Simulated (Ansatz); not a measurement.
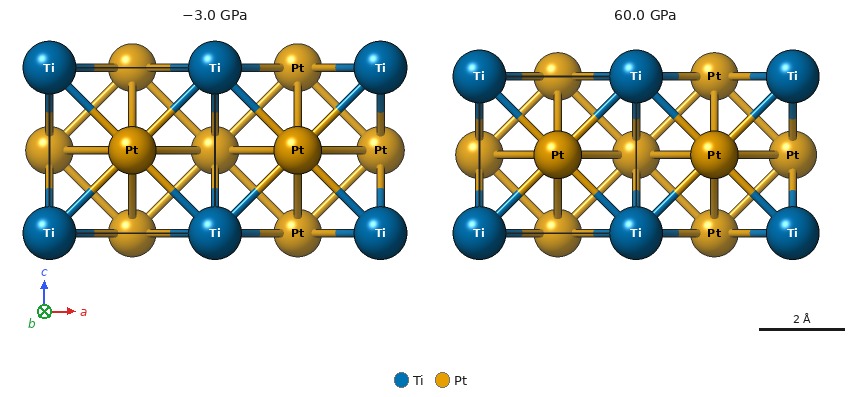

A crystal of TiPt$_{3}$ (set up in Pm-3m), relaxed (cell and atoms) at several target pressures. The picture shows the first and the last member. Style: ball-and-stick. Shown: the cell of the calculation, repeated 2 × 1 × 1 with one cell outlined, along the b axis.

Computed with Ansatz 0.2.0: DFT PBEsol, scalar-relativistic, plane waves, PAW. Set-up: plane-wave cutoff 420 eV; k-point mesh 12 × 12 × 12; occupations gaussian; smearing width 0.1 eV; no spin polarisation; cell and atoms relaxed; force threshold 0.008 eV/Å.

| pressure (GPa) | volume (Å³/atom) | a (Å) |
| --- | --- | --- |
| −3.0 | 14.994 | 3.914 |
| 0.0 | 14.822 | 3.899 |
| 3.0 | 14.661 | 3.885 |
| 8.0 | 14.413 | 3.863 |
| 15.0 | 14.103 | 3.835 |
| 30.0 | ? | ? |
| 60.0 | 12.707 | 3.704 |

Fill in the missing row.

Murnaghan's form V = V₀(1 + B′P/B₀)^(−1/B′), with V₀ = 14.822 Å³ from the row at zero pressure, fits the other rows with B₀ = 268 GPa and B′ = 4.58 (largest miss 0.002 Å³). At 30.0 GPa it gives 14.822 × (1 + 4.58 × 30.0/268)^(−1/4.58) = 13.541 Å³ per atom. The calculation gives 13.546 Å³/atom (a = 3.784 Å). The estimate is 0.005 Å³/atom too low. From the first member to the last: Pt–Ti 2.768 → 2.619 Å, Pt–Pt 2.768 → 2.619 Å.

The whole series:

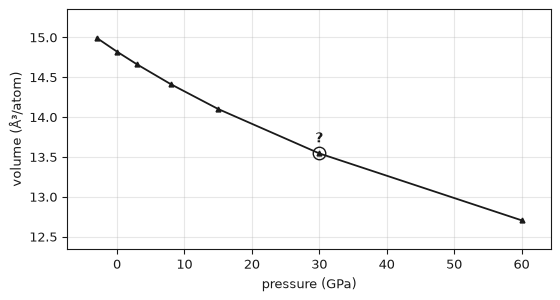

Each member starts from this one structure; whether another phase lies lower wasn't checked.
